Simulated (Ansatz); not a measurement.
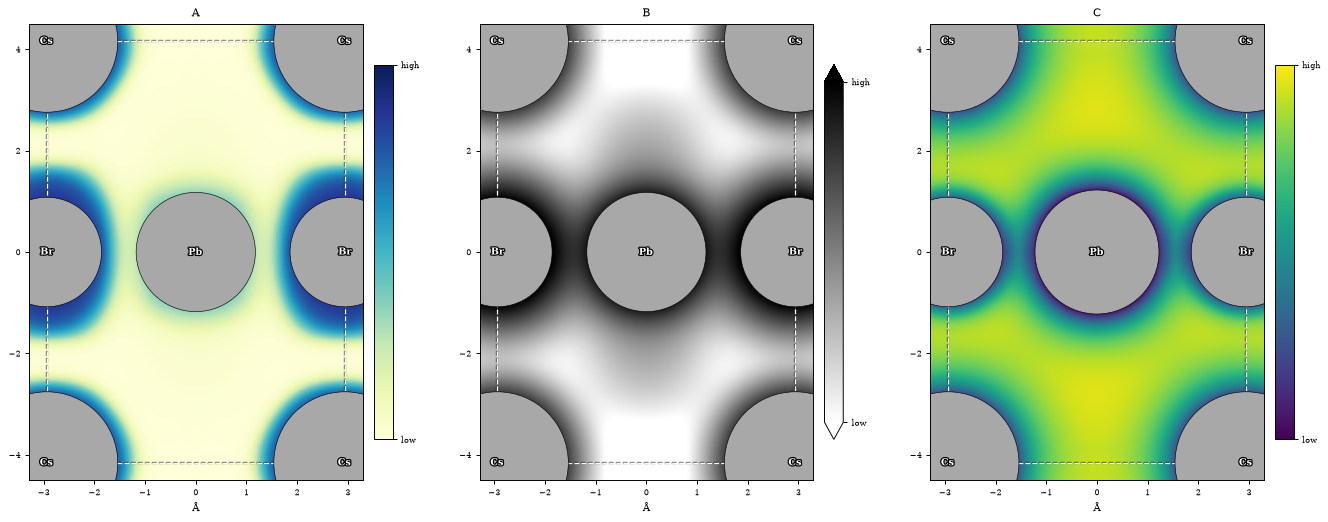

CsPbBr3: 3 fields on the (011̄) plane of the conventional cell, with unlabelled colour scales. Grey discs cover the atomic cores.

Space group Pm-3m; a structure from a database of computed crystals, not necessarily the ambient phase; started from the database structure prototype, which need not be the ambient phase.

Level of theory: Ansatz, DFT, PBEsol, plane waves, PAW.

```
CELL_PARAMETERS angstrom
5.87967 0.00000 0.00000
0.00000 5.87967 0.00000
0.00000 0.00000 5.87967
ATOMIC_POSITIONS crystal
Cs 0.00000 0.00000 0.00000
Pb 0.50000 0.50000 0.50000
Br 0.50000 0.50000 0.00000
Br 0.50000 0.00000 0.50000
Br 0.00000 0.50000 0.50000
```

Question: Which field does each panel show? The fields are: electron localisation function, electrostatic potential energy of an electron and valence pseudo-density.

Answer: Panel A: electron localisation function. Panel B: valence pseudo-density. Panel C: electrostatic potential energy of an electron (low next to the atoms, rising into the space between them). From the grid: Pb–Br (2.94 Å): the density is about 0.24 e/Å³ at the midpoint; the ELF is about 0.25 at the midpoint. Cs–Br (4.16 Å): ρ at the midpoint is about 0.03 e/Å³; the ELF is about 0 at the midpoint; a largely ionic contact.
